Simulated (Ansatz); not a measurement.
MgO (Fm-3m): refractive index against wavelength

The refractive index of MgO (Fm-3m) below the direct gap (4.71 eV on the mesh) is read from one computed spectrum, n = √(Re ε).

It takes space group Fm-3m (No. 225, cubic). Conventional cell: a = 4.217 Å, b = 4.217 Å, c = 4.217 Å, α = 90.00°, β = 90.00°, γ = 90.00°. Mg on site a is surrounded by 6 O at 2.11 Å. O on site b has 6 Mg at 2.11 Å as nearest neighbours.

Method: Ansatz 0.2.0, PBE, independent particles, k-mesh 14×14×14 with interpolation inside its cells, Gaussian parameter 0.15 eV.

Launch of the response step: `ansatz run input.yaml --threads 4 --pin off --max-ram 8192MiB --backend cpu --events-out ev --progress --plain --runs-dir out`. The run took 6 s, on 4 threads of Arm Neoverse N1 (shared host).

```
wavelength (nm)  photon energy E (eV)       n
           1064                 1.165  1.8145
            850                 1.459  1.8193
            700                 1.771       ?
            633                 1.959  1.8303
            532                 2.331  1.8412
            450                 2.755  1.8570
            405                 3.061  1.8712
```

In the single-oscillator model n² − 1 = E₀E_d/(E₀² − E²), so 1/(n² − 1) = E₀/E_d − E²/(E₀E_d) is linear in E².

Working, on the rows shown:

| x = E² (eV²) | y = 1/(n² − 1) |
| --- | --- |
| 1.35784 | 0.436222 |
| 2.12762 | 0.432928 |
| 3.83641 | 0.425532 |
| 5.43137 | 0.418407 |
| 7.59115 | 0.408422 |
| 9.37179 | 0.399778 |

Means: x̄ = 4.9527, ȳ = 0.42021. Σ(x − x̄)(y − ȳ) = -0.2217, Σ(x − x̄)² = 48.87. Slope = -0.2217 / 48.87 = -0.004536; intercept = ȳ − slope · x̄ = 0.44268. Turned back into n, the line misses the rows shown by at most 0.00065.

What does the fit predict for the withheld row, and how well does it do?

At x = 3.1372 the line gives y = 0.42845, that is 1.8259. The run gave 1.8257, so the interpolation is off by 0.00022, 0.4 % of the range in the table.

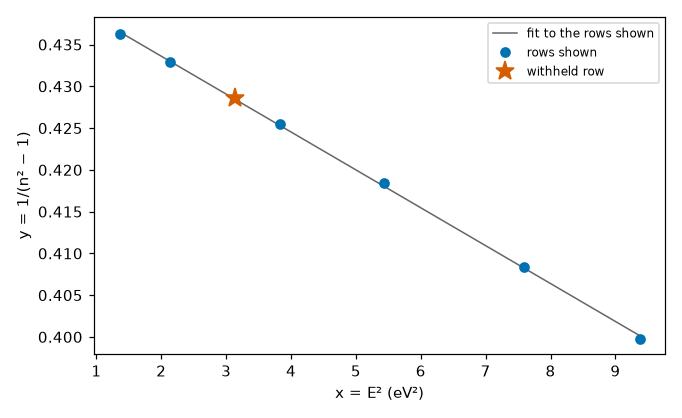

Refitted with all rows, the slope is -0.004541 and the intercept 0.44272. These give E₀ = √(intercept/−slope) = 9.87 eV and E_d = E₀/intercept = 22.3 eV; E₀ is 2.1 times the direct gap. The electronic limit at long wavelengths, without lattice vibrations, is n = √(1 + 1/intercept) = 1.805. The cell comes from an older database entry, whose edges can be off by a per cent or so. Excitons are left out and so are local fields; PBE gaps are as a rule too small.

[Logs are printed without paths, hosts, clocks, repeated set-up lines and the standing remarks that a program may print on its own settings, such as how far it seeks lower states.]
